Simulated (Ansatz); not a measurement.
ZrSi₂: geometry relaxation (part 2 of 2)

The same run, continued: ZrSi₂ (Cmcm, 6 atoms in the cell); DFT PBE, scalar-relativistic, plane waves, PAW, no spin polarisation (Ansatz 0.2.0); cutoff 420 eV, 10×10×10 k-mesh, Gaussian smearing of 0.1 eV. The structure derives from an entry of the Crystallography Open Database.

Geometry of the input (Å; fractional positions):
```
1.8530  -7.3675  0.0000
1.8530  7.3675  0.0000
0.0000  0.0000  3.6720
Zr 0.8946  0.1054  0.7500
Zr 0.1054  0.8946  0.2500
Si 0.5522  0.4478  0.7500
Si 0.4478  0.5522  0.2500
Si 0.2496  0.7504  0.7500
Si 0.7504  0.2496  0.2500
```

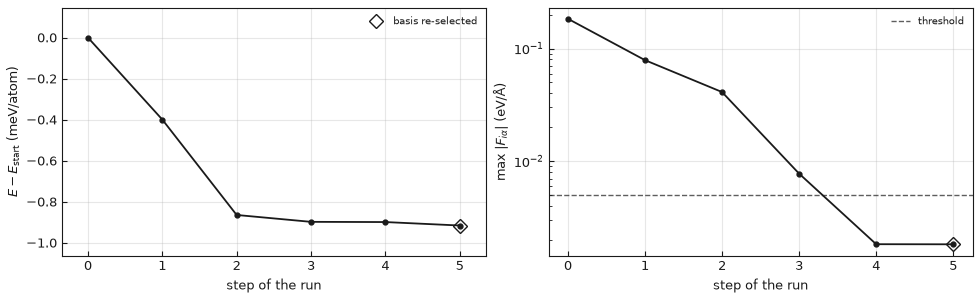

**Figure 1.** Progress of the relaxation, step by step (the first geometry is step 0 here and step 1 in the log). The energy falls by 0.9 meV per atom in 4 geometry steps. Largest force component: 0.18 eV/Å at the start, 0.0018 eV/Å at the end. Pressure: 0.79 GPa at the start and 0.00 GPa at the end. The largest moves relative to the cell, 0.013 Å, are those of Si3 and Si4. Largest moves by element: Si 0.013 Å, Zr 0.001 Å. The volume changes by +0.5 %, with a 3.706 → 3.705 Å (0.0 %), b 14.735 → 14.788 Å (+0.4 %), c 3.672 → 3.679 Å (+0.2 %). Among the contacts that change: Si3–Si4 2.395 → 2.419 Å, Zr1–Si6 2.808 → 2.825 Å, Zr1–Si3 2.971 → 2.987 Å. The space group stays Cmcm (No. 63). A last SCF at the same geometry on a re-selected plane-wave basis shifts the energy by next to nothing (0.0 meV per atom). (Atoms are counted from 1 in the order of the input.)

```
basis re-selected at this cell: Δ(F+E_penalty+E_count) = -1.010e-4 eV, ΔP = +0.001 GPa vs the last step (what re-selecting the basis moved, of the pressure what is left beyond the Pulay correction that the steps carried, after the strain that the cell walked since its last selection, with what the two solves' SCF thresholds leave and, on support functions, any second-order correction that the steps lacked; it is no measure of the basis error at this ecutwfc). This SCF's stress stands 3.34e-2 GPa from its target on what of the cell is left free (relax.cell.stress_tol is 5.00e-2 GPa) and its largest allowed force component is 1.83e-3 eV/Å (relax.f_tol is 5.00e-3 eV/Å): within both
SCF converged after 4 iterations
Free energy (F): -10914.904650 eV
Harris-Foulkes:  -10914.904650 eV  (|F-HF|=0.00e0)
Internal energy: -10914.897805 eV  (E = F + TS)
E sigma→0 (E₀):  -10914.901228 eV
Entropy (-TS):   -0.006845 eV (-1.141 meV/atom)
Fermi energy:    12.610248 eV
--- Per-component energies (eV) ---
  E_band       = -126.765058
  E_kinetic    = 835.574334
  E_local      = -1530.537808  (includes V_loc(G=0)·N_el)
  E_nonlocal   = 261.309204
  E_hartree    = 526.720384
  E_xc         = -549.688696
  E_vxc        = -576.580727  (∫ρ·V_xc dr)
  E_paw        = -7958.552250  (= ΣΔE_a)
  E_vpaw       = -169.970899  (= ΣTr[D̂ρ^β])
  E_aug_tail   = 0.000074  (compensation charges beyond the density's cutoff)
  E_ewald      = -2499.723048
  E_smearing   = -0.006845  (= −TS)
  E_closure    = -0.000000  (closes the sum)
  Σ components = -10914.904650   (vs F -10914.904650, Δ=0.00e0)
--- Forces (eV/Å), atoms counted from 1 ---
  atom   1  Zr    -0.00000000     0.00080974    -0.00000000
  atom   2  Zr     0.00000000    -0.00080974     0.00000000
  atom   3  Si    -0.00000000    -0.00002097     0.00000000
  atom   4  Si     0.00000000     0.00002097    -0.00000000
  atom   5  Si     0.00000000     0.00183425    -0.00000000
  atom   6  Si    -0.00000000    -0.00183425     0.00000000
  max |Σ_I F_I| component: 1.73e-18 eV/Å
--- Stress (GPa, compression-positive) ---
       -0.033412      -0.000000       0.000000
       -0.000000       0.003971       0.000000
        0.000000       0.000000       0.015370
  P = ⅓ Tr σ = -0.0047 GPa (-0.047 kbar)
--- Band table (eV; the first three rows and the last of 186) ---
  k-point 0: bands = ["-36.1807", "-36.1687", "-14.4109", "-14.2714", "-14.2500", "-14.2498", "-14.2204", "-14.1833", "0.4788", "2.1603", "4.7635", "8.9937", "9.5795", "9.6792", "9.8353", "10.1630", "10.2141", "10.2422", "10.2974", "12.5206", "13.7183", "13.9988", "14.0104", "14.1933", "14.7081", "14.9173"]
  k-point 1: bands = ["-36.1795", "-36.1680", "-14.4059", "-14.2692", "-14.2601", "-14.2487", "-14.2283", "-14.2004", "0.5982", "2.2456", "4.8844", "8.2818", "8.7567", "9.7593", "9.9036", "10.2159", "10.2647", "10.3956", "10.8314", "12.9704", "13.1340", "13.5465", "13.7240", "14.4049", "15.0065", "15.2128"]
  k-point 2: bands = ["-36.1762", "-36.1665", "-14.3935", "-14.2968", "-14.2632", "-14.2458", "-14.2436", "-14.2395", "0.9505", "2.5008", "5.2031", "7.0723", "7.5530", "9.8911", "10.0852", "10.2079", "10.2873", "10.5606", "11.5374", "12.3706", "12.8874", "13.2844", "13.7526", "14.4106", "15.1223", "15.4395"]
  k-point 185: bands = ["-36.1651", "-36.1651", "-14.4083", "-14.4083", "-14.2788", "-14.2788", "-14.2429", "-14.2429", "3.5064", "3.5064", "3.8043", "3.8043", "8.8264", "8.8264", "9.6649", "9.6649", "10.4201", "10.4201", "11.7136", "11.7136", "12.6564", "12.6564", "14.8771", "14.8771", "15.5590", "15.5590"]
--- Relaxed structure (5 steps of the walk, 5 accepted, 1 SCFs on fresh bases) ---
  F+E_penalty+E_count = -10914.90464996 eV   max|allowed force component| = 1.834e-3 eV/Å   (the final SCF, on the basis selected at the relaxed cell)
  cell:  # Å, volume = 100.7924 Å³
    - [1.852590331049686, -7.394013065900056, -2.2594374606952722e-18]
    - [1.852590331049686, 7.394013065900056, 2.259437460695273e-18]
    - [7.61150292288108e-34, 1.1261152841089976e-18, 3.679072040702208]
  atoms:
    - { symbol: Zr, position: [0.8946665394179083, 0.10533346058209164, 0.75] }
    - { symbol: Zr, position: [0.10533346058209164, 0.8946665394179083, 0.24999999999999997] }
    - { symbol: Si, position: [0.553099944672618, 0.446900055327382, 0.75] }
    - { symbol: Si, position: [0.446900055327382, 0.553099944672618, 0.24999999999999997] }
    - { symbol: Si, position: [0.25031230526815945, 0.7496876947318405, 0.75] }
    - { symbol: Si, position: [0.7496876947318405, 0.25031230526815945, 0.24999999999999997] }
```

**Trajectory as extended XYZ (Å, eV, eV/Å), 6 frames, from step=1 to step=6**
```
6
Lattice="1.8530 -7.3675 0.0000 1.8530 7.3675 0.0000 0.0000 0.0000 3.6720" Properties=species:S:1:pos:R:3:forces:R:3 step=1 energy=-10914.89916 pressure_GPa=0.79
Zr    1.8530   -5.8144    2.7540    0.0000  -0.0463   0.0000
Zr    1.8530    5.8144    0.9180    0.0000   0.0463   0.0000
Si    1.8530   -0.7692    2.7540    0.0000  -0.1837   0.0000
Si    1.8530    0.7692    0.9180    0.0000   0.1837   0.0000
Si    1.8530    3.6896    2.7540    0.0000  -0.0920   0.0000
Si    1.8530   -3.6896    0.9180    0.0000   0.0920   0.0000
6
Lattice="1.8493 -7.4387 0.0000 1.8493 7.4387 0.0000 0.0000 0.0000 3.6813" Properties=species:S:1:pos:R:3:forces:R:3 step=2 energy=-10914.90155 pressure_GPa=-0.48
Zr    1.8493   -5.8722    2.7610    0.0000   0.0717   0.0000
Zr    1.8493    5.8722    0.9203    0.0000  -0.0717   0.0000
Si    1.8493   -0.7774    2.7610    0.0000  -0.0789   0.0000
Si    1.8493    0.7774    0.9203    0.0000   0.0789   0.0000
Si    1.8493    3.7110    2.7610    0.0000   0.0381   0.0000
Si    1.8493   -3.7110    0.9203    0.0000  -0.0381   0.0000
6
Lattice="1.8523 -7.4005 0.0000 1.8523 7.4005 0.0000 0.0000 0.0000 3.6789" Properties=species:S:1:pos:R:3:forces:R:3 step=3 energy=-10914.90434 pressure_GPa=-0.04
Zr    1.8523   -5.8406    2.7592    0.0000  -0.0028   0.0000
Zr    1.8523    5.8406    0.9197    0.0000   0.0028   0.0000
Si    1.8523   -0.7814    2.7592    0.0000  -0.0411   0.0000
Si    1.8523    0.7814    0.9197    0.0000   0.0411   0.0000
Si    1.8523    3.6951    2.7592    0.0000   0.0068   0.0000
Si    1.8523   -3.6951    0.9197    0.0000  -0.0068   0.0000
6
Lattice="1.8517 -7.3942 0.0000 1.8517 7.3942 0.0000 0.0000 0.0000 3.6799" Properties=species:S:1:pos:R:3:forces:R:3 step=4 energy=-10914.90454 pressure_GPa=0.02
Zr    1.8517   -5.8369    2.7599    0.0000   0.0078   0.0000
Zr    1.8517    5.8369    0.9200    0.0000  -0.0078   0.0000
Si    1.8517   -0.7854    2.7599    0.0000   0.0043   0.0000
Si    1.8517    0.7854    0.9200    0.0000  -0.0043   0.0000
Si    1.8517    3.6935    2.7599    0.0000  -0.0042   0.0000
Si    1.8517   -3.6935    0.9200    0.0000   0.0042   0.0000
6
Lattice="1.8526 -7.3940 0.0000 1.8526 7.3940 0.0000 0.0000 0.0000 3.6791" Properties=species:S:1:pos:R:3:forces:R:3 step=5 energy=-10914.90455 pressure_GPa=-0.01
Zr    1.8526   -5.8363    2.7593    0.0000   0.0008   0.0000
Zr    1.8526    5.8363    0.9198    0.0000  -0.0008   0.0000
Si    1.8526   -0.7852    2.7593    0.0000   0.0000   0.0000
Si    1.8526    0.7852    0.9198    0.0000   0.0000   0.0000
Si    1.8526    3.6924    2.7593    0.0000   0.0018   0.0000
Si    1.8526   -3.6924    0.9198    0.0000  -0.0018   0.0000
6
Lattice="1.8526 -7.3940 0.0000 1.8526 7.3940 0.0000 0.0000 0.0000 3.6791" Properties=species:S:1:pos:R:3:forces:R:3 step=6 energy=-10914.90465 pressure_GPa=-0.00
Zr    1.8526   -5.8363    2.7593    0.0000   0.0008   0.0000
Zr    1.8526    5.8363    0.9198    0.0000  -0.0008   0.0000
Si    1.8526   -0.7852    2.7593    0.0000   0.0000   0.0000
Si    1.8526    0.7852    0.9198    0.0000   0.0000   0.0000
Si    1.8526    3.6924    2.7593    0.0000   0.0018   0.0000
Si    1.8526   -3.6924    0.9198    0.0000  -0.0018   0.0000
```

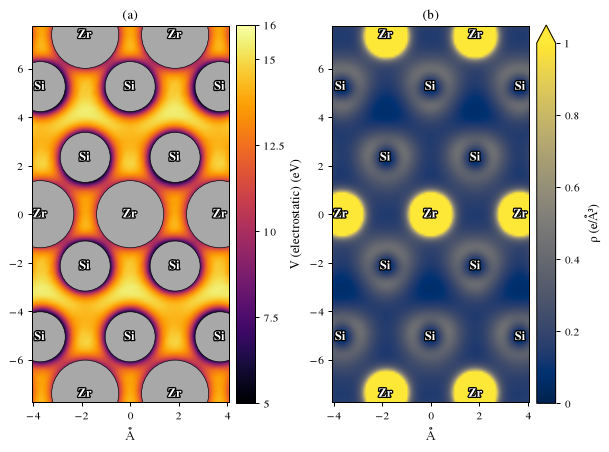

**Figure 2.** (a) electrostatic potential energy of an electron; (b) valence electron density on the (001) plane of the conventional cell. Grey discs, where drawn, cover atomic cores. The section cuts through Zr and Si sites. Zr–Si (2.83 Å): ρ is about 0.27 e/Å³ halfway. Zr–Si (2.99 Å): ρ is about 0.21 e/Å³ halfway. Away from the nuclei the density in this plane falls to 0.07 e/Å³ at its lowest. Outside the cores the potential energy rises away from the atoms and is highest about 1.9 Å from the nearest atoms; outside the discs it spans about 10 eV, and its zero is arbitrary. Core electrons are frozen (PAW), so the fields are smoothed inside the atomic spheres.

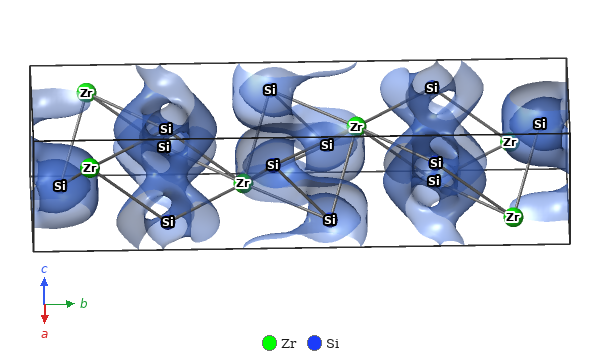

**Figure 3.** Isosurface of the electron localisation function at 0.65 (blue), seen at an oblique angle. Core shells and regions of very low density are left out. Sticks mark near contacts. The outline is the cell set on symmetry axes. Along the contacts the grid gives the following. Si–Si (2.42 Å): the ELF peaks at about 0.75 between the atoms (a covalent bond). Zr–Si (2.72 Å): the ELF is about 0.35 at the midpoint (no shared pair; the contact is polar).

**Results in brief**

| quantity | value |
| --- | --- |
| outcome | converged |
| space group (tolerance 0.01 Å) | Cmcm (63) |
| electrons treated | 40 |
| free energy | −10914.9046 eV |
| Fermi energy | 12.610 eV |
| gap on the k-point mesh | none (metallic) |
| pressure | 0.00 GPa |
| final volume | 100.79 Å³ |
| largest force (length of the vector) at the end | 0.002 eV/Å |
| final cell | a = 7.623 Å, b = 7.623 Å, c = 3.679 Å, α = 90.00°, β = 90.00°, γ = 151.87° |
| wall time | 65 s (CPU time 2.1 min) |
| peak memory | 0.72 GiB |
